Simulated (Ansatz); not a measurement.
System MoS₂ (space group Fm-3m, No. 225); source of the atomic positions: the input geometry of an electronic-structure calculation (not necessarily at equilibrium); the starting structure was generated, so it need not be a known form of this composition.

Space group Fm-3m (No. 225). a = 5.865 Å, b = 5.865 Å, c = 5.865 Å, α = 90.00°, β = 90.00°, γ = 90.00°

| atom | site | symmetry | x | y | z |
| --- | --- | --- | --- | --- | --- |
| Mo | 4a | m-3m | 0.0000 | 0.0000 | 0.0000 |
| S | 8c | -43m | 0.2500 | 0.7500 | 0.7500 |

Describe the stacking along [111], with columns A (0, 0), B (1/3, 2/3), C (2/3, 1/3) of the hexagonal mesh spanned by (a − b)/2 and (b − c)/2.

Mo(A) – S(B) – S(A) – Mo(B) – S(C) – S(B) – Mo(C) – S(A) – S(C) (nine layers in 10.16 Å).

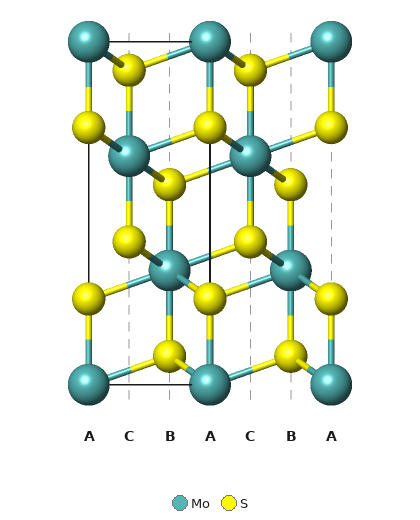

The picture looks along a close-packed row of the hexagonal mesh; [111] points upwards. The dashed lines mark the three columns A (0, 0), B (1/3, 2/3) and C (2/3, 1/3). The box is the hexagonal cell of the face-centred cubic lattice. The sequence starts with the first layer at or above the cell's origin.
